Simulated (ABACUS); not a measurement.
**A series of single points on Hf**

System: Hf (Fm-3m, 1 atom in the cell).
Method: Kohn-Sham DFT of a periodic cell, PBE, PseudoDojo NC SR 0.4.1 PBE standard, no spin polarisation (ABACUS 3.10.1).

The 7 runs differ only in the geometry, by an even scaling of the cell at fixed fractional positions. The structure derives from an entry of the Crystallography Open Database.

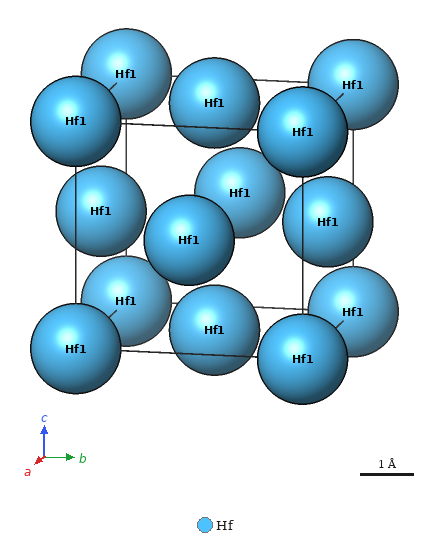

Figure 1. The structure of run 4 (spheres-only view of the cell 4 times as large as that of the calculation, set on its symmetry axes, seen slightly off an axis; atoms are numbered from 1 in the order of the input).

## The input of run 4
```
INPUT_PARAMETERS
suffix              Hf
calculation         scf
basis_type          pw
pseudo_dir          ./
symmetry            1
dft_functional      pbe
ecutwfc             58
pseudo_rcut         10
nspin               1
nbands              10
ks_solver           dav
smearing_method     fd
smearing_sigma      0.00367493
scf_thr             1e-08
scf_nmax            100
mixing_type         broyden
mixing_beta         0.7
cal_force           1
cal_stress          1
kpar                4
```

## File STRU of run 4
```
ATOMIC_SPECIES
Hf 178.4900 Hf.upf

LATTICE_CONSTANT
1.8897261246

LATTICE_VECTORS
0.0000000000 2.2200000000 2.2200000000
2.2200000000 0.0000000000 2.2200000000
2.2200000000 2.2200000000 0.0000000000

ATOMIC_POSITIONS
Direct

Hf
0.0
1
0.0000000000 0.0000000000 0.0000000000 1 1 1
```

## File KPT of run 4
```
K_POINTS
0
Gamma
10 10 10 0 0 0
```

Command:
```bash
OMP_NUM_THREADS=1 mpirun -np 4 abacus > log
```

Run 6 differs from it as follows:
```diff
-0.0000000000 2.2200000000 2.2200000000
-2.2200000000 0.0000000000 2.2200000000
-2.2200000000 2.2200000000 0.0000000000
+0.0000000000 2.2492138765 2.2492138765
+2.2492138765 0.0000000000 2.2492138765
+2.2492138765 2.2492138765 0.0000000000
```

## Results, with one run withheld

```csv
run,volume per atom (Å³),"free energy per atom, from the lowest run given (meV)",pressure (GPa)
1,20.569,62.96,11.19
2,21.007,36.42,8.25
3,21.444,17.54,5.58
4,21.882,5.61,3.16
5,22.320,0.00,0.96
6,22.757,?,?
7,23.195,5.39,−2.84
```

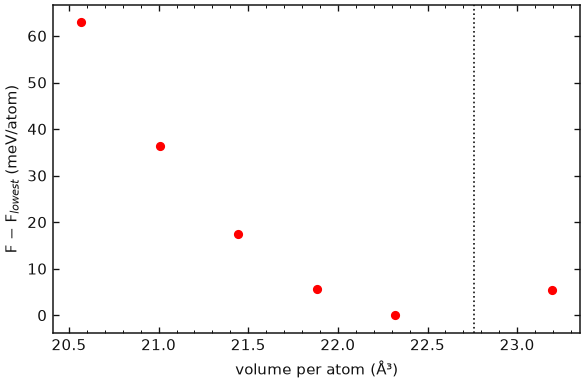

Figure 2. Free energy per atom of the runs given; the dotted line marks run 6.

Fit the runs given and predict run 6.

A cubic polynomial in V^(−2/3) (the Birch–Murnaghan form), fitted to the 6 runs given, misses them by at most 0.02 meV per atom. With x = V^(−2/3) − 0.12851 Å⁻², it reads F = 9.5996 + 6509.9 x + 1.0342e+06 x² − 1.5559e+05 x³ (meV per atom). At run 6 it gives 0.09 meV per atom, and the run itself gives 0.10. The slope of the fit gives a pressure −dF/dV of −1.02 GPa there, and the run prints −1.03 GPa. The fit has its minimum at 22.529 Å³ per atom, where V d²F/dV² gives 103 GPa: the bulk modulus at this level, since symmetry fixes the shape and the positions.

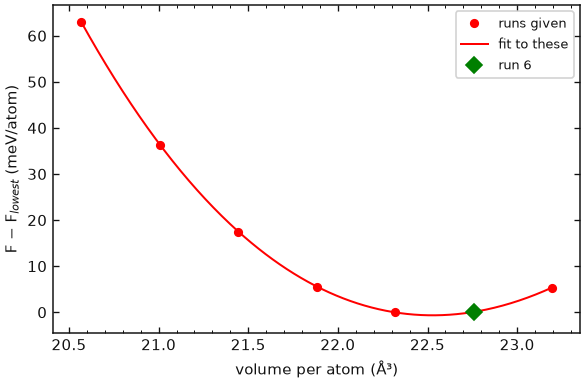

Figure 3. The fit and the withheld run.

## Some lines of the output (run 6)
```
[...]
                          Volume (Bohr^3) = 153.574
                             Volume (A^3) = 22.7574
 E_Fermi        1.0548091614         14.3514148982
 E_Fermi        1.0429047905         14.1894476224
 E_Fermi        1.0416021703         14.1717245652
 E_Fermi        1.0413567066         14.1683848598
 E_Fermi        1.0414468635         14.1696115081
 E_Fermi        1.0414910332         14.1702124670
 E_KS(sigma->0) -112.8225118246      -1535.0290234873
 E_Fermi        1.0414871788         14.1701600251
 final etot is -1535.035248 eV
 EFERMI = 14.170160025 eV
 TOTAL-PRESSURE: -10.286161 KBAR
 !FINAL_ETOT_IS -1535.0352479563393899 eV
```

Notes: Spin–orbit coupling is left out, which matters for Hf.
